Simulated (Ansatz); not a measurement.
# Run report: Ti, single-point calculation

The run: single-point calculation of Ti (slab, 3 atoms in the cell). Method and program: DFT PBE, scalar-relativistic, plane waves, PAW, PAW set soft_1, no spin polarisation (Ansatz 0.2.0).

The structure derives from an entry of the Crystallography Open Database. Figures and captions count atoms from 1; the log counts them from 0 in places.

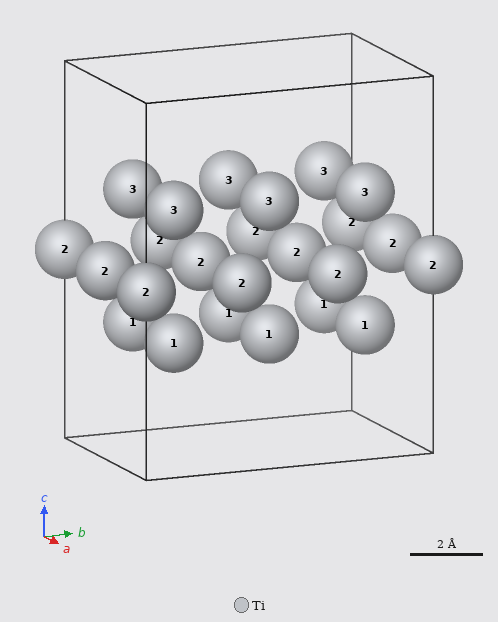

Figure 1. The structure as given in the input (spheres-only view of the 2 × 3 repeat of the cell, with the vacuum cut short, seen slightly off an axis; atoms are numbered from 1 in the order of the input). An atom can appear more than once, as a periodic image.

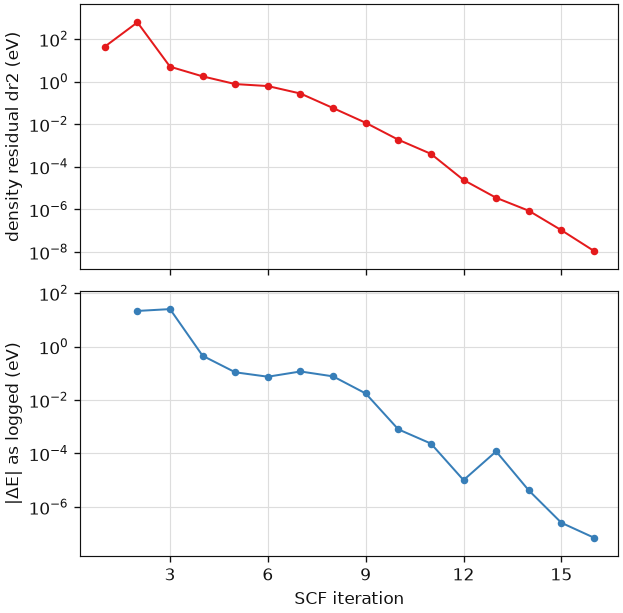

Figure 2. Convergence of the self-consistent field: density residual dr2 and size of the energy change against the SCF iteration. The residual comes down, with one marked jump up, by a factor of about 15, at step 2.

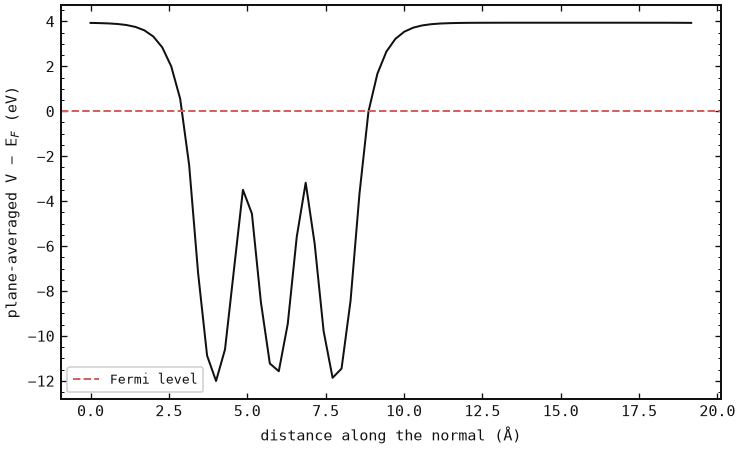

Figure 3. Plane average of the electrostatic potential energy of an electron across the cell, from the Fermi level. The vacuum level lies 3.94 eV above the Fermi level.

The input that produced these results follows, with the program's output.

**Input file**
```yaml
crystal:
  lattice:
    - [2.9075446952, 0.0, 0.0]
    - [0.0, 2.9075446952, 0.0]
    - [0.0, 0.0, 19.3059824261]
  atoms:
    - { symbol: Ti, position: [0.5, 0.5, 0.2071896634] }
    - { symbol: Ti, position: [0.0, 0.0, 0.305758354] }
    - { symbol: Ti, position: [0.5, 0.5, 0.4043297178] }
basis:
  ecutwfc: 420
kpoints:
  mp_grid: { grid: [9, 9, 1] }
hamiltonian:
  xc: pbe
  pseudopotentials: { kind: paw, azcp: { folder: soft_1 } }
scf:
  occupations: { method: gaussian, width: 0.1 }
output:
  forces: true
  eigenvalues: true
efield:
  axis: 3
  dipole_correction: true
  ramp_width: 0.04
```

Launched with:
```bash
ansatz run input.yaml --threads 1 --pin off --max-ram 3072MiB --backend cpu --events-out ev --progress --plain --runs-dir out
```

**Output**
```
Engine: ansatz 0.2.0, x86_64-unknown-linux-gnu
Pseudopotentials: kind: paw
Pseudopotential: Ti, paw, valence charge 12, recommended cutoff 420 eV (normal), [file]
Functional definition: PBE
  parameter kappa = 0.804
  parameter beta = 0.06672455060314922
  exchange = pbe_x(kappa = kappa, mu = beta*pi^2/3)
  correlation = pbe_c(beta = beta)
Crystal: 3 atoms, lattice volume = 163.209 Å³
Basis set: ecut = 420 eV, 3157 PW (Γ), exchange–correlation on 40×40×270 points (8 copies of the dense FFT grid, shifted against one another)
Bands: 22, of which v1, the nominal top of the filled ones, is band 18 counted from 1 (17 counted from 0)
Symmetry: 8 space group operations
k-points: 15 of 81
Non-local potential: Ti, projectors of the file, l = 0: 3, l = 1: 2, l = 2: 3, l = 3: 1
PAW form: soft (Blöchl's): semilocal exchange-correlation on the pseudo side does not see the compensation charge
PAW one-centre angular grid: Ti, 590 points (default); XC on 64 Gauss nodes
Initial density: superposition of atomic densities (neutral atoms: chi_scale 0, normalization atom)
Initial wavefunctions: pseudopotential atomic-orbital guess
Functional: x = pbe(κ = 0.804, μ = 0.2195149727645171), c = pbe(β = 0.06672455060314922)
SCF iter   1: F=—  HF=-7501.675686 eV  |F-HF|=—  |Δ(HF+E_count)|=         —  Δρ=6.47e-2  dr2=4.38e1  ethr=3.10e-3  p=-0.000 e·Å  D=-1.51e-7 V/Å  ΔV_dip=0.00 eV  dr2_dipole=4.17e-8  V_vac-E_F(+/−)=8.00/8.00 eV  ⟨swp⟩=7.8  Hψ=1723  notcnv=0
efield: sawtooth ramp at fractional position 0.7858 (placed from the atoms, in the widest stretch of the axis that holds none; the zero of the levels goes with the place), width 0.0400; the density the first Hamiltonian is built on has a dipole p = -0.000 e·Å; the dipole correction subtracts the counter field D = -1.51e-7 V/Å, which shifts the + side's vacuum level by +0.00 eV against the − side's; the planar-averaged density in the ramp window peaks in size at 4.0e-7 e/Å³
preconditioner: auto → LDOS  [insulator: Δε(μ)=0.117 eV  Ē_g=3.114 eV  σ=0.100 eV  W_gap=0.59  n_scr=12 (ndim 8)  ℏωp=10.1 eV  f_vac=0.566  D(μ)=1.54/eV (n_scr^D=8)  ε∞_Penn≈11.5  β→1.0]
SCF iter   2: F=—  HF=-7523.160331 eV  |F-HF|=—  |Δ(HF+E_count)|=    2.15e1  Δρ=1.17e-1  dr2=6.05e2  ethr=3.10e-3  p=0.002 e·Å  D=2.57e-3 V/Å  ΔV_dip=-0.05 eV  dr2_dipole=1.49e-1  V_vac-E_F(+/−)=-2.85/-2.80 eV  ⟨swp⟩=5.1  Hψ=4729  notcnv=0  recentre
automatic band count: the SCF goes on with 26 bands, as 22 were too few: the levels above may hold too much charge
SCF iter   3: F=—  HF=-7497.970384 eV  |F-HF|=—  |Δ(HF+E_count)|=    2.52e1  Δρ=2.36e-2  dr2=5.01e0  ethr=3.10e-3  p=0.001 e·Å  D=1.39e-3 V/Å  ΔV_dip=-0.03 eV  dr2_dipole=6.49e-5  V_vac-E_F(+/−)=6.08/6.11 eV  ⟨swp⟩=6.1  Hψ=1641  notcnv=0  defer=10
SCF iter   4: F=—  HF=-7497.517936 eV  |F-HF|=—  |Δ(HF+E_count)|=   4.52e-1  Δρ=1.07e-2  dr2=1.76e0  ethr=3.10e-3  p=-0.006 e·Å  D=-6.58e-3 V/Å  ΔV_dip=0.13 eV  dr2_dipole=1.29e-4  V_vac-E_F(+/−)=9.48/9.37 eV  ⟨swp⟩=3.5  Hψ=784  notcnv=0  defer=26
SCF iter   5: F=—  HF=-7497.409105 eV  |F-HF|=—  |Δ(HF+E_count)|=   1.09e-1  Δρ=7.05e-3  dr2=7.65e-1  ethr=3.10e-3  p=-0.006 e·Å  D=-7.03e-3 V/Å  ΔV_dip=0.14 eV  dr2_dipole=1.13e-4  V_vac-E_F(+/−)=9.10/8.99 eV  ⟨swp⟩=2.8  Hψ=466  notcnv=0  defer=26
SCF iter   6: F=—  HF=-7497.334571 eV  |F-HF|=—  |Δ(HF+E_count)|=   7.45e-2  Δρ=5.33e-3  dr2=6.17e-1  ethr=2.12e-3  p=-0.006 e·Å  D=-6.42e-3 V/Å  ΔV_dip=0.12 eV  dr2_dipole=3.33e-5  V_vac-E_F(+/−)=8.38/8.28 eV  ⟨swp⟩=1.6  Hψ=387  notcnv=0  defer=26
SCF iter   7: F=—  HF=-7497.217940 eV  |F-HF|=—  |Δ(HF+E_count)|=   1.17e-1  Δρ=3.39e-3  dr2=2.75e-1  ethr=1.71e-3  p=-0.005 e·Å  D=-5.14e-3 V/Å  ΔV_dip=0.10 eV  dr2_dipole=8.98e-6  V_vac-E_F(+/−)=7.17/7.09 eV  ⟨swp⟩=1.7  Hψ=398  notcnv=0  defer=26
SCF iter   8: F=—  HF=-7497.141226 eV  |F-HF|=—  |Δ(HF+E_count)|=   7.67e-2  Δρ=1.42e-3  dr2=5.71e-2  ethr=7.65e-4  p=-0.002 e·Å  D=-2.72e-3 V/Å  ΔV_dip=0.05 eV  dr2_dipole=2.65e-9  V_vac-E_F(+/−)=5.63/5.59 eV  ⟨swp⟩=2.3  Hψ=478  notcnv=0  defer=26
SCF iter   9: F=—  HF=-7497.123586 eV  |F-HF|=—  |Δ(HF+E_count)|=   1.76e-2  Δρ=8.60e-4  dr2=1.16e-2  ethr=1.59e-4  p=-0.001 e·Å  D=-1.17e-3 V/Å  ΔV_dip=0.02 eV  dr2_dipole=3.73e-5  V_vac-E_F(+/−)=4.72/4.70 eV  ⟨swp⟩=2.0  Hψ=437  notcnv=0  defer=26
SCF iter  10: F=—  HF=-7497.122785 eV  |F-HF|=—  |Δ(HF+E_count)|=   8.01e-4  Δρ=7.00e-4  dr2=1.86e-3  ethr=3.22e-5  p=0.000 e·Å  D=6.77e-5 V/Å  ΔV_dip=-0.00 eV  dr2_dipole=1.92e-6  V_vac-E_F(+/−)=3.91/3.91 eV  ⟨swp⟩=2.4  Hψ=450  notcnv=0  defer=26
SCF iter  11: F=—  HF=-7497.123020 eV  |F-HF|=—  |Δ(HF+E_count)|=   2.35e-4  Δρ=3.68e-4  dr2=4.04e-4  ethr=5.17e-6  p=-0.000 e·Å  D=-2.96e-5 V/Å  ΔV_dip=0.00 eV  dr2_dipole=1.15e-6  V_vac-E_F(+/−)=3.99/3.99 eV  ⟨swp⟩=2.5  Hψ=518  notcnv=0  defer=20
SCF iter  12: F=—  HF=-7497.123031 eV  |F-HF|=—  |Δ(HF+E_count)|=   1.01e-5  Δρ=9.10e-5  dr2=2.39e-5  ethr=1.12e-6  p=-0.000 e·Å  D=-6.26e-6 V/Å  ΔV_dip=0.00 eV  dr2_dipole=2.51e-7  V_vac-E_F(+/−)=3.96/3.96 eV  ⟨swp⟩=2.3  Hψ=470  notcnv=0  defer=20
SCF iter  13: F=—  HF=-7497.123151 eV  |F-HF|=—  |Δ(HF+E_count)|=   1.20e-4  Δρ=3.92e-5  dr2=3.49e-6  ethr=6.63e-8  p=-0.000 e·Å  D=-1.10e-5 V/Å  ΔV_dip=0.00 eV  dr2_dipole=3.68e-7  V_vac-E_F(+/−)=3.95/3.95 eV  ⟨swp⟩=2.3  Hψ=491  notcnv=0  defer=20
SCF iter  14: F=—  HF=-7497.123155 eV  |F-HF|=—  |Δ(HF+E_count)|=   4.17e-6  Δρ=1.53e-5  dr2=8.61e-7  ethr=9.70e-9  p=0.000 e·Å  D=3.56e-6 V/Å  ΔV_dip=-0.00 eV  dr2_dipole=8.81e-8  V_vac-E_F(+/−)=3.94/3.94 eV  ⟨swp⟩=2.8  Hψ=585  notcnv=0  defer=20
SCF iter  15: F=—  HF=-7497.123155 eV  |F-HF|=—  |Δ(HF+E_count)|=   2.56e-7  Δρ=7.19e-6  dr2=1.05e-7  ethr=2.39e-9  p=-0.000 e·Å  D=-2.07e-7 V/Å  ΔV_dip=0.00 eV  dr2_dipole=1.01e-10  V_vac-E_F(+/−)=3.94/3.94 eV  ⟨swp⟩=2.1  Hψ=499  notcnv=0  defer=20
SCF iter  16: F=-7497.123155 eV  HF=-7497.123155 eV  |F-HF|=6.19e-9  |Δ(HF+E_count)|=   7.08e-8  Δρ=3.09e-6  dr2=1.11e-8  ethr=2.78e-10  p=-0.000 e·Å  D=-3.40e-7 V/Å  ΔV_dip=0.00 eV  dr2_dipole=1.18e-10  V_vac-E_F(+/−)=3.94/3.94 eV  ⟨swp⟩=16.9  Hψ=2582  notcnv=0
SCF 1 converged in 16 iterations: F = -7497.123155 eV  dr2 = 1.11e-8
  greatest PAW one-centre occupation: 0.999 electrons in one spin orbital (limit 2), on the Ti atom at site 1 (counted from 0), in its partial waves of l = 0
SCF converged after 16 iterations
Free energy (F): -7497.123155 eV
Harris-Foulkes:  -7497.123155 eV  (|F-HF|=6.19e-9)
Internal energy: -7497.081032 eV  (E = F + TS)
E sigma→0 (E₀):  -7497.102094 eV
Entropy (-TS):   -0.042123 eV (-14.041 meV/atom)
Fermi energy:    1.672387 eV
Dipole field:    D = -0.000016 V/Å  (p = -0.000015 e·Å, saw-weighted, corrected)
Work function:   Φ+ = 3.9406 eV   Φ− = 3.9403 eV
Levels:          The Fermi level and band energies are counted from a zero that moves with the ramp; work functions are not
--- Per-component energies (eV) ---
  E_band       = -887.381127
  E_kinetic    = 843.131546
  E_local      = -25273.399375  (includes V_loc(G=0)·N_el)
  E_nonlocal   = 182.991298
  E_hartree    = 12158.363517
  E_xc         = -346.459744
  E_vxc        = -433.607772  (∫ρ·V_xc dr)
  E_paw        = -3127.402015  (= ΣΔE_a)
  E_vpaw       = -523.220995  (= ΣTr[D̂ρ^β])
  E_aug_tail   = -0.000234  (compensation charges beyond the density's cutoff)
  E_efield     = 0.000000  (sawtooth field / dipole correction)
  E_vefield    = -0.000000  (∫n·V_field dr)
  E_ewald      = 8065.693974
  E_smearing   = -0.042123  (= −TS)
  E_closure    = 0.000000  (closes the sum)
  Σ components = -7497.123155   (vs F -7497.123155, Δ=0.00e0)
--- Forces (eV/Å), atoms counted from 1 ---
  atom   1  Ti     0.00000000     0.00000000    -0.00047726
  atom   2  Ti     0.00000000     0.00000000     0.00020054
  atom   3  Ti     0.00000000     0.00000000     0.00030261
  max |Σ_I F_I| component: 2.59e-5 eV/Å
--- Band table (eV; the first three rows and the last of 15) ---
  k-point 0: bands = ["-55.0994", "-55.0812", "-54.6594", "-31.5630", "-31.4576", "-31.1626", "-31.1626", "-31.1203", "-31.1203", "-30.8123", "-30.7369", "-30.7369", "-3.6251", "-1.9261", "-0.9222", "0.0650", "1.0638", "1.6311", "1.7887", "2.4387", "2.7650", "2.7650", "3.6380", "3.6380", "4.1725", "4.2114"]
  k-point 1: bands = ["-55.0926", "-55.0764", "-54.6566", "-31.5504", "-31.4670", "-31.1980", "-31.1798", "-31.1545", "-31.1166", "-30.7988", "-30.7732", "-30.7376", "-3.3687", "-1.7000", "-0.7233", "0.1855", "1.1287", "1.6277", "1.8467", "2.5022", "2.7704", "2.7956", "3.4639", "3.5872", "3.6457", "4.1622"]
  k-point 2: bands = ["-55.0754", "-55.0642", "-54.6495", "-31.5207", "-31.4976", "-31.3088", "-31.2875", "-31.1336", "-31.1072", "-30.8568", "-30.7828", "-30.7401", "-2.6574", "-1.1341", "-0.2505", "0.4862", "1.3179", "1.5820", "1.8746", "2.8036", "2.8255", "2.8727", "3.0086", "3.1061", "3.5647", "3.9619"]
  k-point 14: bands = ["-55.0031", "-55.0025", "-54.5971", "-31.5189", "-31.5177", "-31.4309", "-31.4226", "-31.3865", "-31.3720", "-30.9912", "-30.9891", "-30.8483", "-0.4596", "-0.3739", "0.3551", "0.3807", "0.3964", "1.4733", "1.5342", "3.5208", "3.7789", "3.8245", "4.4609", "4.6339", "4.9721", "5.2834"]
```

**Key numbers**

```json
{"quantity": "outcome", "value": "converged"}
{"quantity": "electrons treated", "value": "36"}
{"quantity": "free energy", "value": "−7497.1232 eV"}
{"quantity": "work function, top face", "value": "3.94 eV"}
{"quantity": "work function, bottom face", "value": "3.94 eV"}
{"quantity": "Fermi energy", "value": "1.672 eV"}
{"quantity": "gap on the k-point mesh", "value": "none (metallic)"}
{"quantity": "work function (upper face)", "value": "3.94 eV"}
{"quantity": "largest force (length of the vector)", "value": "under 0.001 eV/Å"}
{"quantity": "hardware", "value": "1 thread of Intel Xeon @ 2.50GHz (Skylake/Cascade Lake), 32 GiB of memory available, shared host"}
{"quantity": "wall time", "value": "11 s"}
{"quantity": "peak memory", "value": "0.4 GiB"}
```
